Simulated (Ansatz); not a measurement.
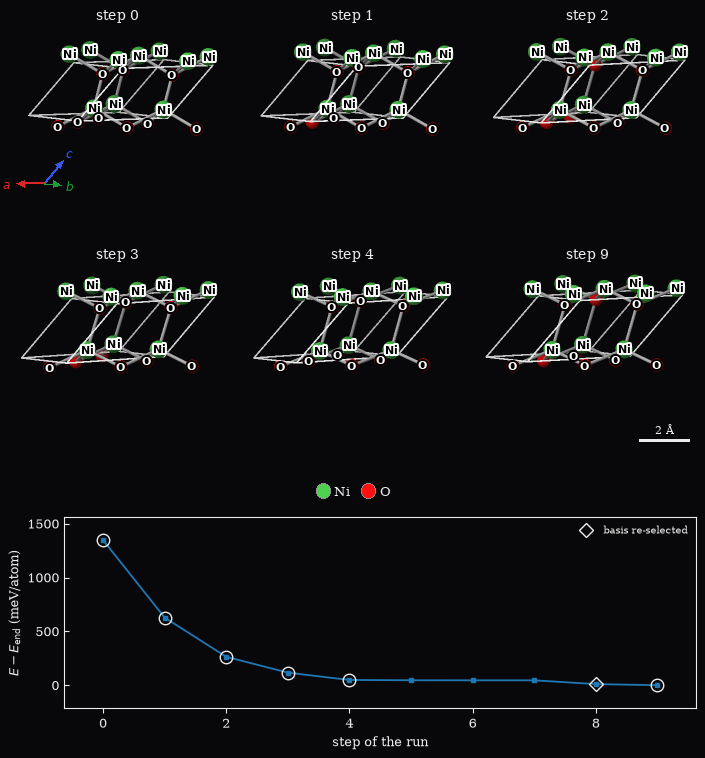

Frames of a relaxation of solid NiO (set up in P1), marked on the history of the run. Style: ball-and-stick. Shown: the conventional cell (2 times the calculation's cell), from a free direction. Lengths and directions refer to the drawn axes.

Case: all O atoms moved 0.8 Å in one direction; relaxed back.

The calculation used Ansatz, DFT PBEsol, scalar-relativistic, plane waves, PAW.

Input file:
```yaml
crystal:
  lattice:
    - [0.0, 2.0580571402, 2.0580571402]
    - [2.0580571402, 0.0, 2.0580571402]
    - [2.0580571402, 2.0580571402, 0.0]
  atoms:
    - { symbol: Ni, position: [-0.1330569412, 0.0350741089, -0.0347952066], spin: 1.14 }
    - { symbol: O, position: [0.6330569412, 0.4649258911, 0.5347952066], spin: 0.2 }
basis:
  ecutwfc: 420
kpoints:
  mp_grid: { grid: [14, 14, 14] }
hamiltonian:
  xc: pbesol
scf:
  occupations: { method: gaussian, width: 0.15 }
output:
  forces: true
  stress: true
  eigenvalues: true
  populations: true
magnetization:
  spin_polarized: true
relax:
  adjacent_minimum: "off"
  f_tol: 0.01
  max_steps: 80
  cell: { stress_tol: 0.1 }
```

Launched with:
```bash
ansatz run input.yaml --threads 1 --pin off --max-ram 2560MiB --backend cpu --events-out ev --progress --plain --runs-dir out
```

> Describe the path.

The run was cut off at its time limit before the relaxation converged, so the last structure is only a point on the way. The largest moves relative to the cell, 0.13 Å, are those of Ni1 and O2. Ni1 goes along [−1 0 −3]. By element the largest moves are Ni 0.13 Å, O 0.13 Å. The drawn cell changes as follows: a 4.116 → 4.697 Å (+14.1 %), b 4.116 → 3.476 Å (−15.5 %), c 2.911 → 3.382 Å (+16.2 %), β 135.0° → 136.1°; the volume changes by +9.9 %. Among the contacts that change: Ni1–O2 1.425 → 1.893 Å, Ni1–O2 (another image) 2.207 → 1.905 Å, Ni1–O2 (another image) 1.793 → 1.892 Å. Bond angles that change, for instance: O2–Ni1–O2 92.7° → 100.6°, Ni1–O2–Ni1 92.8° → 100.6°, Ni1–O2–Ni1 137.5° → 131.7°. The space group (tolerance 0.01 Å) goes from Cm (No. 8) to Imm2 (No. 44). The energy falls by 1349 meV per atom in 8 accepted moves (9 points after the start). Largest force component: 15 eV/Å at the start, 0.0067 eV/Å at the end. The pressure goes from 91.82 to 2.30 GPa. The SCF was repeated once at an unchanged geometry on a basis and grid sized afresh for the cell, which shifted the energy by 34.9 meV per atom at most. The program noted that the starting moments weren't kept. The run took 14 min on 1 thread of Intel(R) Xeon(R) 6975P-C (Granite Rapids), with other jobs on the host, peak memory 1.3 GiB. From step 0 to 1: Ni and O atoms move most (0.02 Å), volume +8.5 %, energy −720 meV per atom. From step 1 to 2: Ni and O atoms move most (0.03 Å), volume +2.2 %, energy −365 meV per atom. From step 2 to 3: Ni and O atoms move most (0.03 Å), volume −1.5 %, energy −147 meV per atom. From step 3 to 4: Ni and O atoms move most (0.05 Å), volume −2.4 %, energy −68.1 meV per atom. From step 4 to 9: Ni and O atoms move most (0.02 Å), volume +3.1 %, energy −48.9 meV per atom.

```csv
step,"E − E(0), meV/atom","largest force component, eV/Å","pressure, GPa","volume, Å³/atom",note
0,0.00,15.0240,91.82,8.717,
1,-720.26,7.3331,38.39,9.458,
2,-1084.81,2.8451,11.00,9.667,
3,-1232.09,1.1189,2.38,9.519,
4,-1300.18,0.2652,2.27,9.292,
5,-1302.95,0.0050,-1.22,9.421,
6,-1303.49,0.0047,0.30,9.379,
7,-1303.47,0.0006,0.03,9.384,
8,-1338.35,0.0108,4.71,9.384,"same geometry, new basis"
9,-1349.04,0.0067,2.30,9.579,
```
